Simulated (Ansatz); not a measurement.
CoSi

Input

```
crystal:
  lattice:
    - [2.781334, 0.0, 0.0]
    - [0.0, 2.781334, 0.0]
    - [0.0, 0.0, 2.781334]
  atoms:
    - { symbol: Co, position: [-0.010183, -0.011176, -0.000176], spin: 2.0 }
    - { symbol: Si, position: [0.492713, 0.50471, 0.510975] }
hamiltonian:
  xc: pbe
  pseudopotentials: { kind: paw }
magnetization:
  spin_polarized: true
kpoints:
  mp_grid: { grid: [10, 10, 10] }
scf:
  occupations: { method: fermi_dirac, width: 0.05 }
output:
  forces: true
  stress: true
  eigenvalues: true
  write_density: true
  write_potential: true
  elf: true
  volumetric_format: npy
```

Command:

```sh
ansatz run input.yaml --threads 2 --pin off --max-ram 5120MiB --backend cpu --events-out ev --progress --plain --runs-dir out
```

Below, planes, directions and counts refer to the cell of the magnetic structure (a = 2.78 Å, b = 2.78 Å, c = 2.78 Å, α = 90.00°, β = 90.00°, γ = 90.00°).

Space group P1; a structure from a database of computed crystals, not necessarily the ambient phase; changed on purpose from its base cell (atoms moved at random by about 0.05 A); spin-polarised.

These are results of Kohn-Sham DFT of a periodic cell, PBE, Ansatz PAW in Ansatz 0.2.0, not measurements.

Q: What will maps of the valence pseudo-density, electron localisation function and spin density show?

A: Co–Si (2.41 Å): ρ at the midpoint is about 0.41 e/Å³; the ELF peaks at about 0.65 in the valence shell of Si, 0.9 Å from its nucleus, and is about 0.45 at the midpoint.
Co–Si (2.42 Å): ρ is about 0.4 e/Å³ halfway; the ELF peaks at about 0.65 in the valence shell of Si, 0.9 Å from its nucleus, and is about 0.45 at the midpoint.
The spin density sits on Co: +0.6 μB in one cell of 2 atoms: parallel main moments, as they must be, since the calculation's own cell holds one magnetic site. The cell of the calculation (2 atoms) carries 0.5 μB of net spin moment.

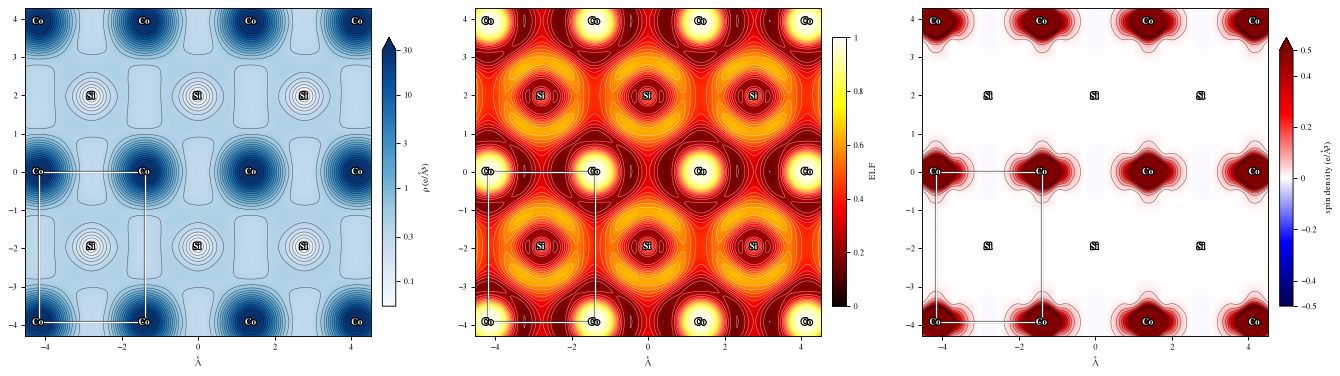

Computed valence pseudo-density, electron localisation function and spin density on the (101) plane of the cell of the magnetic structure, in this order. 

Core electrons are frozen (PAW), and the valence fields are smoothed inside the atomic spheres.
